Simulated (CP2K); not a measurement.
```
Ni Al
1.0
     3.52305    0.00000    0.00000
     0.00000    3.52305    0.00000
     0.00000    0.00000    3.52305
Ni Al
3 1
Direct
  0.50000 0.50000 0.00000
  0.50000 0.00000 0.50000
  0.00000 0.50000 0.50000
  0.00000 0.00000 0.00000
```

Space group Pm-3m; a structure from a database of computed crystals, not necessarily the ambient phase; computed pressure about 8 GPa in this cell; spin-polarised.

The calculation used Kohn-Sham DFT of a periodic cell, PBE, GTH-PBE with UZH-TZVP basis (short-range sets on d metals) in CP2K 2026.2.

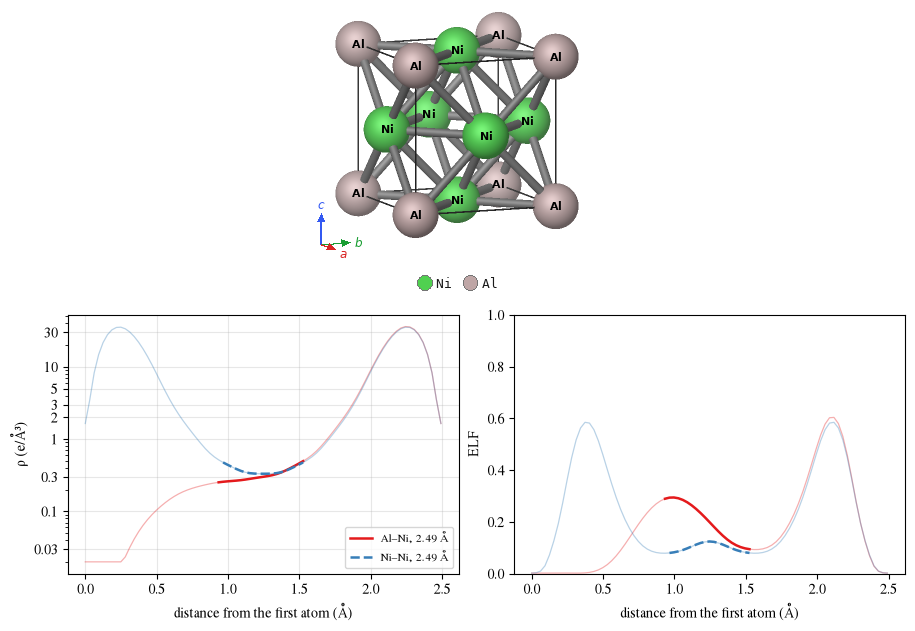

AlNi3. Valence electron density and ELF of the up spins along straight lines between neighbouring atoms. Thin, pale parts lie inside the atomic spheres. The structure is drawn too.

In a pseudopotential calculation such maps are meaningful between the atoms, not at the nuclei.

### Compare the contacts.

Al–Ni (2.49 Å): ρ is about 0.3 e/Å³ halfway; the ELF is about 0.20 at the midpoint.
Ni–Ni (2.49 Å): ρ is about 0.33 e/Å³ halfway; the ELF is about 0.10 at the midpoint.
